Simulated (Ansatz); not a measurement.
## Geometry relaxation, with input and output: WSi2 (part 2 of 2)

The same run, continued: WSi2 (slab, 12 atoms in the cell); DFT PBEsol, scalar-relativistic, plane waves, PAW, no spin polarisation (Ansatz 0.2.0); cutoff 420 eV, 7×7×1 k-mesh, Gaussian smearing of 0.1 eV. The structure derives from an entry of the Crystallography Open Database. The input holds or restrains some coordinates. Forces given for the steps count only the free coordinates. It belongs to a series of runs on one base structure; here: clean slab, lower half held.

Geometry of the input (Å; fractional positions):
```
4.5290  0.0000  0.0000
-2.2645  3.9079  0.0000
0.0000  0.0000  23.7935
Si 0.1655  0.3310  0.3572
Si 0.8345  0.6690  0.3572
W  0.5000  0.0000  0.3572
Si 0.6655  0.3310  0.4524
Si 0.3345  0.6690  0.4524
W  0.0000  0.0000  0.4524
Si 0.1655  0.3310  0.5476
Si 0.8345  0.6690  0.5476
W  0.5000  0.0000  0.5476
Si 0.6655  0.3310  0.6428
Si 0.3345  0.6690  0.6428
W  0.0000  0.0000  0.6428
```

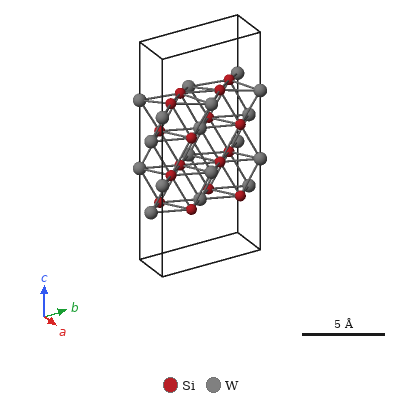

Figure 1. The geometry at step 2 of the log (ball-and-stick view of the 1 × 2 repeat of the cell, with the vacuum cut short, seen slightly off an axis).

## What the program printed, continued
```
SCF iter   1: F=—  HF=-45997.846371 eV  |F-HF|=—  |Δ(HF+E_count)|=         —  Δρ=3.42e-4  dr2=1.30e-3  ethr=2.86e-5  p=-0.007 e·Å  D=-2.80e-3 V/Å  ΔV_dip=0.07 eV  dr2_dipole=1.10e-9  V_vac-E_F(+/−)=4.44/4.37 eV  ⟨swp⟩=2.0  Hψ=1465  notcnv=0  defer=15
efield: sawtooth ramp at fractional position 0.9800 (handed on by an earlier solve), width 0.0400; the density the first Hamiltonian is built on has a dipole p = -0.007 e·Å; the dipole correction subtracts the counter field D = -2.80e-3 V/Å, which shifts the + side's vacuum level by +0.07 eV against the − side's; the planar-averaged density in the ramp window peaks in size at 3.3e-7 e/Å³
preconditioner: auto → LDOS  [metal: Δε(μ)=0.049 eV  Ē_g=6.858 eV  σ=0.100 eV  W_gap=0.26  n_scr=80 (ndim 8)  ℏωp=13.5 eV  f_vac=0.536  D(μ)=5.95/eV (n_scr^D=12)  β→1.0]
SCF iter   2: F=—  HF=-45997.846364 eV  |F-HF|=—  |Δ(HF+E_count)|=   6.60e-6  Δρ=2.97e-4  dr2=1.57e-3  ethr=1.48e-6  p=-0.007 e·Å  D=-3.14e-3 V/Å  ΔV_dip=0.07 eV  dr2_dipole=1.74e-4  V_vac-E_F(+/−)=4.45/4.37 eV  ⟨swp⟩=3.0  Hψ=1865  notcnv=0  defer=14
SCF iter   3: F=—  HF=-45997.846090 eV  |F-HF|=—  |Δ(HF+E_count)|=   2.74e-4  Δρ=4.11e-5  dr2=2.34e-5  ethr=1.48e-6  p=-0.006 e·Å  D=-2.72e-3 V/Å  ΔV_dip=0.06 eV  dr2_dipole=4.30e-6  V_vac-E_F(+/−)=4.44/4.37 eV  ⟨swp⟩=2.0  Hψ=1300  notcnv=0  defer=14
SCF iter   4: F=—  HF=-45997.846346 eV  |F-HF|=—  |Δ(HF+E_count)|=   2.57e-4  Δρ=2.39e-5  dr2=9.48e-6  ethr=2.66e-8  p=-0.006 e·Å  D=-2.77e-3 V/Å  ΔV_dip=0.07 eV  dr2_dipole=2.24e-7  V_vac-E_F(+/−)=4.44/4.37 eV  ⟨swp⟩=3.0  Hψ=1832  notcnv=0  defer=14
SCF iter   5: F=-45997.846344 eV  HF=-45997.846345 eV  |F-HF|=6.01e-7  |Δ(HF+E_count)|=   1.46e-6  Δρ=5.86e-6  dr2=6.53e-7  ethr=1.05e-9  p=-0.006 e·Å  D=-2.76e-3 V/Å  ΔV_dip=0.07 eV  dr2_dipole=2.77e-7  V_vac-E_F(+/−)=4.44/4.37 eV  ⟨swp⟩=21.4  Hψ=9908  notcnv=0
SCF 4 converged in 5 iterations: F = -45997.846344 eV  dr2 = 6.53e-7
relax step   4: F+E_penalty+E_count = -45997.84634434 eV  Δ(F+E_penalty+E_count) = -1.541e-3 eV  max|allowed force component| = 5.484e-2 eV/Å  Δτ_max = 0.0069 Å  (5 SCF iters, dr2 threshold 9.26e-7 eV, accepted)
SCF iter   1: F=—  HF=-45997.846570 eV  |F-HF|=—  |Δ(HF+E_count)|=         —  Δρ=2.39e-4  dr2=1.01e-3  ethr=7.54e-6  p=-0.006 e·Å  D=-2.76e-3 V/Å  ΔV_dip=0.07 eV  dr2_dipole=2.17e-4  V_vac-E_F(+/−)=4.44/4.37 eV  ⟨swp⟩=2.1  Hψ=1567  notcnv=0  defer=3
efield: sawtooth ramp at fractional position 0.9800 (handed on by an earlier solve), width 0.0400; the density the first Hamiltonian is built on has a dipole p = -0.006 e·Å; the dipole correction subtracts the counter field D = -2.76e-3 V/Å, which shifts the + side's vacuum level by +0.07 eV against the − side's; the planar-averaged density in the ramp window peaks in size at 9.4e-8 e/Å³
preconditioner: auto → LDOS  [metal: Δε(μ)=0.008 eV  Ē_g=6.856 eV  σ=0.100 eV  W_gap=0.05  n_scr=80 (ndim 8)  ℏωp=13.5 eV  f_vac=0.536  D(μ)=6.04/eV (n_scr^D=18)  β→1.0]
SCF iter   2: F=—  HF=-45997.846539 eV  |F-HF|=—  |Δ(HF+E_count)|=   3.11e-5  Δρ=2.16e-4  dr2=6.29e-4  ethr=1.15e-6  p=-0.007 e·Å  D=-2.85e-3 V/Å  ΔV_dip=0.07 eV  dr2_dipole=9.67e-5  V_vac-E_F(+/−)=4.44/4.37 eV  ⟨swp⟩=3.1  Hψ=1783  notcnv=0  defer=3
SCF iter   3: F=—  HF=-45997.846425 eV  |F-HF|=—  |Δ(HF+E_count)|=   1.14e-4  Δρ=2.40e-5  dr2=7.82e-6  ethr=7.15e-7  p=-0.006 e·Å  D=-2.71e-3 V/Å  ΔV_dip=0.06 eV  dr2_dipole=1.82e-6  V_vac-E_F(+/−)=4.43/4.37 eV  ⟨swp⟩=2.0  Hψ=1193  notcnv=0  defer=3
SCF iter   4: F=—  HF=-45997.846685 eV  |F-HF|=—  |Δ(HF+E_count)|=   2.59e-4  Δρ=9.71e-6  dr2=1.17e-6  ethr=8.88e-9  p=-0.006 e·Å  D=-2.68e-3 V/Å  ΔV_dip=0.06 eV  dr2_dipole=6.39e-8  V_vac-E_F(+/−)=4.43/4.37 eV  ⟨swp⟩=3.1  Hψ=1706  notcnv=0  defer=3
SCF iter   5: F=-45997.846685 eV  HF=-45997.846685 eV  |F-HF|=1.24e-8  |Δ(HF+E_count)|=   7.74e-8  Δρ=3.08e-6  dr2=9.74e-8  ethr=1.14e-10  p=-0.006 e·Å  D=-2.67e-3 V/Å  ΔV_dip=0.06 eV  dr2_dipole=2.59e-10  V_vac-E_F(+/−)=4.43/4.37 eV  ⟨swp⟩=19.5  Hψ=9450  notcnv=0
SCF 5 converged in 5 iterations: F = -45997.846685 eV  dr2 = 9.74e-8
relax step   5: F+E_penalty+E_count = -45997.84668468 eV  Δ(F+E_penalty+E_count) = -3.403e-4 eV  max|allowed force component| = 4.539e-3 eV/Å  Δτ_max = 0.0060 Å  (5 SCF iters, accepted)
WARN: The input density's exchange-correlation potential varies sharply where the density is thin. Do not read a vacuum level from v_tot or v_xc, or from such a field of the output density. On a cell that repeats whose density bears no net charge and no dipole along the vacuum's axis use v_es (v_loc + v_h of the components); under efield.dipole_correction with no amplitude use v_es + v_field, which holds any external_charges[].barrier, or the levels of the report's work_function block, which leave it out; under a non-zero efield.amplitude the vacuum is tilted and has no level; on a cell that repeats and bears such a dipole with no correction it is tilted too, and efield.dipole_correction with no amplitude gives each side of its ramp a level where efield: is served; in a cell that repeats whose density bears a net charge (total_charge, or a fill off its count) it is curved and has none; of a slab under crystal.periodic whose density bears no net charge use v_es, which has a level on each side, short of where the two are joined; of another it falls or rises all the way out and has none; of a slab beside external_charges read slab_vacuum_level instead, which it has where they leave it neutral. The grid or the basis barely resolves most such structure, and the values can differ between equally converged runs; as a rule a tighter scf.convergence.dr2_threshold does not remove it. Where the density itself ripples (under the LDA too) a higher basis.ecutwfc lessens it. The files hold the spikes' plane waves up to the density's cutoff. Files: v_tot and the like, and their columns of v_z.tsv (output.write_potential); v_xc and the like, and their columns of v_comp_z.tsv (output.write_potential_components); where files of the output density stand in their place, no point of their own thin density is over the threshold below, and this is of outcome.potential() and, of a run that writes arrays (npy), the arrays of these names. Measured: with its Gaussian average of σ = 0.25 Å subtracted twice, the exchange-correlation potential is over 0.1 eV at 251 of the grid points where the equally averaged density (valence and model cores) is under 1e-3 e/Å³, and 0.161 eV at the most among them, at an averaged density of 2.2e-7 e/Å³. See output.write_potential in the manual, Limitations
SCF converged after 5 iterations
Free energy (F): -45997.846685 eV
Harris-Foulkes:  -45997.846685 eV  (|F-HF|=1.24e-8)
Internal energy: -45997.816596 eV  (E = F + TS)
E sigma→0 (E₀):  -45997.831641 eV
Entropy (-TS):   -0.030088 eV (-2.507 meV/atom)
Fermi energy:    3.597388 eV
Dipole field:    D = -0.002681 V/Å  (p = -0.006240 e·Å, saw-weighted, corrected)
Work function:   Φ+ = 4.4331 eV   Φ− = 4.3693 eV
Levels:          The Fermi level and band energies are counted from a zero that moves with the ramp; work functions are not
--- Per-component energies (eV) ---
  E_band       = -1430.664911
  E_kinetic    = 2153.345386
  E_local      = -65836.286830  (includes V_loc(G=0)·N_el)
  E_nonlocal   = 215.933215
  E_hartree    = 31955.374518
  E_xc         = -1509.179689
  E_vxc        = -1343.606593  (∫ρ·V_xc dr)
  E_paw        = -37736.852558  (= ΣΔE_a)
  E_vpaw       = -530.793204  (= ΣTr[D̂ρ^β])
  E_aug_tail   = -0.000243  (compensation charges beyond the density's cutoff)
  E_efield     = 0.000008  (sawtooth field / dipole correction)
  E_vefield    = -0.004735  (∫n·V_field dr)
  E_ewald      = 24758.709943
  E_core_change = 1.139654  (= ΣΔE_core)
  E_smearing   = -0.030088  (= −TS)
  E_closure    = -0.000000  (closes the sum)
  Σ components = -45997.846685   (vs F -45997.846685, Δ=0.00e0)
--- Forces (eV/Å), atoms counted from 1 ---
  atom   1  Si     0.00000000    -0.25584821    -0.50077222
  atom   2  Si    -0.00000000     0.25584821    -0.50077222
  atom   3  W     -0.00000000     0.00000000     2.02405390
  atom   4  Si     0.00000000    -0.13049122    -0.52000428
  atom   5  Si    -0.00000000     0.13049122    -0.52000428
  atom   6  W      0.00000000     0.00000000     0.02450448
  atom   7  Si     0.00000000    -0.00305108    -0.00208952
  atom   8  Si    -0.00000000     0.00305108    -0.00208952
  atom   9  W      0.00000000     0.00000000    -0.00287250
  atom  10  Si     0.00000000    -0.00153169     0.00231985
  atom  11  Si    -0.00000000     0.00153169     0.00231985
  atom  12  W      0.00000000     0.00000000    -0.00453937
  max |Σ_I F_I| component: 5.41e-5 eV/Å
--- Band table (eV; the first three rows and the last of 16) ---
  k-point 0: bands = ["-69.9222", "-69.8990", "-69.7989", "-69.5926", "-34.3598", "-34.3375", "-34.2574", "-34.2545", "-34.2153", "-34.1871", "-34.1824", "-34.0904", "-34.0260", "-34.0090", "-33.9088", "-33.8367", "-9.7492", "-8.5750", "-7.0220", "-5.8341", "-2.8209", "-2.6254", "-2.1019", "-1.9410", "-1.8753", "-1.5128", "-1.4294", "-1.2530", "-0.5954", "-0.5656", "-0.5243", "0.1418", "0.6286", "0.6905", "0.9244", "1.1611", "1.2827", "1.5562", "1.6959", "1.8035", "2.5624", "3.8631", "3.8698", "4.1228", "4.1951", "4.2325", "4.2527", "4.3506", "6.6802", "6.8986", "7.0675", "7.3439", "7.3864", "7.4396", "7.5272", "7.7104"]
  k-point 1: bands = ["-69.9222", "-69.8990", "-69.7989", "-69.5926", "-34.3603", "-34.3371", "-34.2572", "-34.2548", "-34.2176", "-34.1873", "-34.1834", "-34.0907", "-34.0259", "-34.0105", "-33.9092", "-33.8382", "-9.5204", "-8.3616", "-6.8265", "-5.6922", "-3.4943", "-3.1042", "-2.7851", "-2.6780", "-2.4056", "-1.7616", "-1.0058", "-0.5107", "-0.3061", "0.0129", "0.3808", "0.7112", "0.7347", "0.8238", "1.0732", "1.1836", "1.2337", "1.2568", "1.6855", "1.7411", "2.8253", "3.3884", "3.5230", "3.6335", "3.7931", "3.8763", "3.9872", "4.3468", "5.7599", "6.6037", "6.6767", "6.8235", "7.1369", "7.1839", "7.2463", "7.5882"]
  k-point 2: bands = ["-69.9221", "-69.8990", "-69.7988", "-69.5926", "-34.3613", "-34.3362", "-34.2569", "-34.2556", "-34.2230", "-34.1877", "-34.1857", "-34.0914", "-34.0258", "-34.0139", "-33.9099", "-33.8417", "-8.8610", "-7.7526", "-6.2778", "-5.4072", "-4.9036", "-4.1873", "-3.7629", "-3.2081", "-2.3032", "-1.4853", "-1.3646", "-0.4339", "-0.0487", "0.0140", "0.4269", "0.8918", "0.9719", "1.3472", "1.3484", "1.4793", "1.5912", "1.5991", "1.6818", "2.0122", "2.6135", "2.9320", "3.1278", "3.1597", "3.3674", "4.1635", "4.5152", "4.7108", "4.8788", "5.3883", "5.8104", "6.1138", "6.4043", "6.5587", "7.4916", "7.8082"]
  k-point 15: bands = ["-69.9212", "-69.8997", "-69.7989", "-69.5926", "-34.3836", "-34.3620", "-34.2600", "-34.2395", "-34.2134", "-34.1891", "-34.1858", "-34.0861", "-34.0166", "-34.0122", "-33.9098", "-33.8399", "-8.2796", "-7.1406", "-6.0202", "-5.6399", "-5.1246", "-4.8305", "-3.8185", "-2.5442", "-2.5012", "-2.4511", "-1.1938", "-1.1334", "-0.4197", "-0.2912", "0.2657", "0.3081", "0.9277", "0.9450", "1.2508", "1.3978", "1.4494", "1.5590", "1.7853", "1.8267", "2.5907", "2.8015", "3.1570", "3.2545", "3.9525", "4.1038", "5.3444", "5.4067", "5.6611", "6.2600", "6.3663", "6.7535", "6.8817", "7.2645", "7.3980", "7.4670"]
--- Relaxed structure (5 steps of the walk, 5 accepted, 0 SCFs on fresh bases) ---
  F+E_penalty+E_count = -45997.84668468 eV   max|allowed force component| = 4.539e-3 eV/Å
  atoms:
    - { symbol: Si, position: [0.16550105529999998, 0.33100211059999995, 0.3572400103] }
    - { symbol: Si, position: [0.8344989447, 0.6689978894, 0.3572400103] }
    - { symbol: W, position: [0.5000000000000001, -8.077935669463161e-28, 0.3572400103] }
    - { symbol: Si, position: [0.6655010553, 0.33100211059999995, 0.4524133368] }
    - { symbol: Si, position: [0.3344989447, 0.6689978894, 0.4524133368] }
    - { symbol: W, position: [0.0, 0.0, 0.4524133368] }
    - { symbol: Si, position: [0.1660125759624521, 0.33202515192490417, 0.5482477001809979] }
    - { symbol: Si, position: [0.8339874240375479, 0.6679748480750959, 0.5482477001809979] }
    - { symbol: W, position: [0.5000000000000001, -8.077935669463161e-28, 0.5462274797270791] }
    - { symbol: Si, position: [0.6614332965929927, 0.32286659318598526, 0.6444813012279852] }
    - { symbol: Si, position: [0.33856670340700734, 0.6771334068140147, 0.6444813012279852] }
    - { symbol: W, position: [-3.972209487787969e-34, 9.856682984667026e-35, 0.6374383066457928] }
```

## Trajectory as extended XYZ (Å, eV, eV/Å), 5 frames, from step=1 to step=5
```
12
Lattice="4.5290 0.0000 0.0000 -2.2645 3.9079 0.0000 0.0000 0.0000 23.7935" Properties=species:S:1:pos:R:3:forces:R:3 step=1 energy=-45997.66583
Si    0.0000    1.2935    8.5000    0.0000  -0.2233  -0.5003
Si    2.2645    2.6144    8.5000    0.0000   0.2233  -0.5003
W     2.2645    0.0000    8.5000    0.0000   0.0000   2.0183
Si    2.2645    1.2935   10.7645    0.0000  -0.2294  -0.5857
Si    0.0000    2.6144   10.7645    0.0000   0.2294  -0.5857
W     0.0000    0.0000   10.7645    0.0000   0.0000   0.3412
Si    0.0000    1.2935   13.0290    0.0000  -0.2294   0.5857
Si    2.2645    2.6144   13.0290    0.0000   0.2294   0.5857
W     2.2645    0.0000   13.0290    0.0000   0.0000  -0.3412
Si    2.2645    1.2935   15.2935    0.0000  -0.2233   0.5003
Si    0.0000    2.6144   15.2935    0.0000   0.2233   0.5003
W     0.0000    0.0000   15.2935    0.0000   0.0000  -2.0183
12
Lattice="4.5290 0.0000 0.0000 -2.2645 3.9079 0.0000 0.0000 0.0000 23.7935" Properties=species:S:1:pos:R:3:forces:R:3 step=2 energy=-45997.79004
Si    0.0000    1.2935    8.5000    0.0000  -0.2565  -0.5405
Si    2.2645    2.6144    8.5000    0.0000   0.2565  -0.5405
W     2.2645    0.0000    8.5000    0.0000   0.0000   2.0765
Si    2.2645    1.2935   10.7645    0.0000  -0.1638  -0.4819
Si    0.0000    2.6144   10.7645    0.0000   0.1638  -0.4819
W     0.0000    0.0000   10.7645    0.0000   0.0000   0.0170
Si    0.0000    1.2977   13.0392    0.0000   0.1886  -0.3606
Si    2.2645    2.6102   13.0392    0.0000  -0.1886  -0.3606
W     2.2645    0.0000   13.0174    0.0000   0.0000  -0.5432
Si    2.2645    1.2817   15.3293    0.0000  -0.2163  -0.0706
Si    0.0000    2.6262   15.3293    0.0000   0.2163  -0.0706
W     0.0000    0.0000   15.0948    0.0000   0.0000   1.3554
12
Lattice="4.5290 0.0000 0.0000 -2.2645 3.9079 0.0000 0.0000 0.0000 23.7935" Properties=species:S:1:pos:R:3:forces:R:3 step=3 energy=-45997.84480
Si    0.0000    1.2935    8.5000    0.0000  -0.2570  -0.5017
Si    2.2645    2.6144    8.5000    0.0000   0.2570  -0.5017
W     2.2645    0.0000    8.5000    0.0000   0.0000   2.0197
Si    2.2645    1.2935   10.7645    0.0000  -0.1336  -0.5166
Si    0.0000    2.6144   10.7645    0.0000   0.1336  -0.5166
W     0.0000    0.0000   10.7645    0.0000   0.0000   0.0169
Si    0.0000    1.2959   13.0438    0.0000   0.0295  -0.0467
Si    2.2645    2.6120   13.0438    0.0000  -0.0295  -0.0467
W     2.2645    0.0000   12.9978    0.0000   0.0000  -0.0428
Si    2.2645    1.2732   15.3284    0.0000  -0.1217   0.0108
Si    0.0000    2.6347   15.3284    0.0000   0.1217   0.0108
W     0.0000    0.0000   15.1605    0.0000   0.0000   0.1105
12
Lattice="4.5290 0.0000 0.0000 -2.2645 3.9079 0.0000 0.0000 0.0000 23.7935" Properties=species:S:1:pos:R:3:forces:R:3 step=4 energy=-45997.84634
Si    0.0000    1.2935    8.5000    0.0000  -0.2560  -0.4992
Si    2.2645    2.6144    8.5000    0.0000   0.2560  -0.4992
W     2.2645    0.0000    8.5000    0.0000   0.0000   2.0183
Si    2.2645    1.2935   10.7645    0.0000  -0.1303  -0.5227
Si    0.0000    2.6144   10.7645    0.0000   0.1303  -0.5227
W     0.0000    0.0000   10.7645    0.0000   0.0000   0.0166
Si    0.0000    1.2966   13.0440    0.0000   0.0064  -0.0030
Si    2.2645    2.6113   13.0440    0.0000  -0.0064  -0.0030
W     2.2645    0.0000   12.9959    0.0000   0.0000   0.0132
Si    2.2645    1.2670   15.3316    0.0000  -0.0548   0.0098
Si    0.0000    2.6409   15.3316    0.0000   0.0548   0.0098
W     0.0000    0.0000   15.1674    0.0000   0.0000  -0.0185
12
Lattice="4.5290 0.0000 0.0000 -2.2645 3.9079 0.0000 0.0000 0.0000 23.7935" Properties=species:S:1:pos:R:3:forces:R:3 step=5 energy=-45997.84668
Si    0.0000    1.2935    8.5000    0.0000  -0.2558  -0.5008
Si    2.2645    2.6144    8.5000    0.0000   0.2558  -0.5008
W     2.2645    0.0000    8.5000    0.0000   0.0000   2.0241
Si    2.2645    1.2935   10.7645    0.0000  -0.1305  -0.5200
Si    0.0000    2.6144   10.7645    0.0000   0.1305  -0.5200
W     0.0000    0.0000   10.7645    0.0000   0.0000   0.0245
Si    0.0000    1.2975   13.0447    0.0000  -0.0031  -0.0021
Si    2.2645    2.6104   13.0447    0.0000   0.0031  -0.0021
W     2.2645    0.0000   12.9967    0.0000   0.0000  -0.0029
Si    2.2645    1.2617   15.3345    0.0000  -0.0015   0.0023
Si    0.0000    2.6461   15.3345    0.0000   0.0015   0.0023
W     0.0000    0.0000   15.1669    0.0000   0.0000  -0.0045
```

## Key numbers

- outcome: converged under the restraints of the input
- electrons treated: 88
- free energy: −45997.8467 eV
- work function, top face: 4.43 eV
- work function, bottom face: 4.37 eV
- Fermi energy: 3.597 eV
- gap on the k-point mesh: none (metallic)
- final volume: 421.12 Å³
- work function (upper face): 4.43 eV
- largest force (length of the vector) at the end, held atoms and coordinates included: 2.024 eV/Å
- hardware: 2 threads of Arm Neoverse V2, 24 GiB of memory available, shared host
- wall time: 1.8 min (CPU time 3.5 min)
- peak memory: 0.77 GiB

Warnings of the run: the exchange-correlation potential is rough where the density is thin. Spin–orbit coupling is left out, which matters for W.
